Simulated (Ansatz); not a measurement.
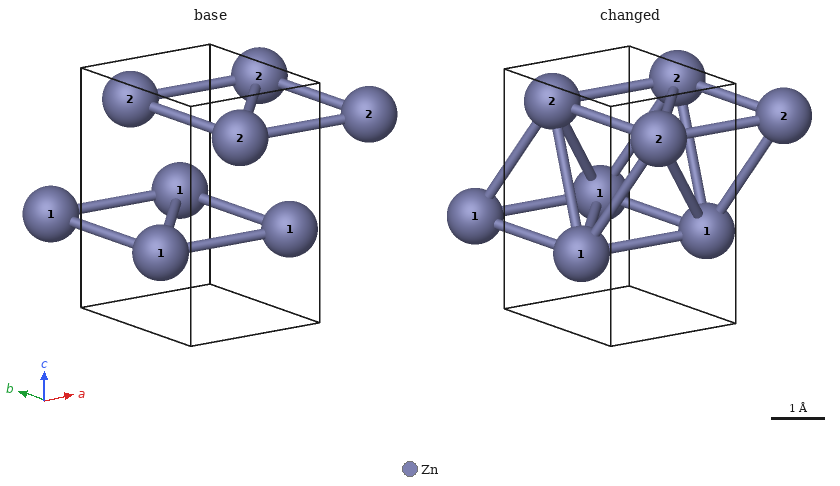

Left: crystalline Zn (a generated structure, set up in P6_3/mmc). Right: the same structure after one change, at the same scale. A ball-and-stick model of the cell of the calculation, repeated 2 × 2 × 1 with one cell outlined, seen from a free direction.

Level of theory: DFT, PBE, PAW with Ansatz's default frozen-core files, scalar-relativistic (Ansatz 0.2.0). Set-up: plane-wave cutoff 420 eV; k-point mesh 18 × 18 × 10; occupations fermi dirac; smearing width 0.08 eV; no spin polarisation.

Question: What was changed?

Answer: The cell is strained by 0.0 % along c and −3.0 % across it (volume −5.9 %), the atoms keeping their fractional coordinates. No relaxation follows.

Question: What does the change do?

Answer: Some distances before and after: Zn–Zn 2.635 → 2.556 Å, Zn–Zn 2.966 → 2.943 Å. The space group stays P6_3/mmc (No. 194). Energy change: +23.4 meV per atom. Pressure: 0.0 GPa before, 6.5 GPa after. The principal stresses (compression positive) are 2.0 GPa along c and 8.8 GPa across it. All forces vanish by symmetry.
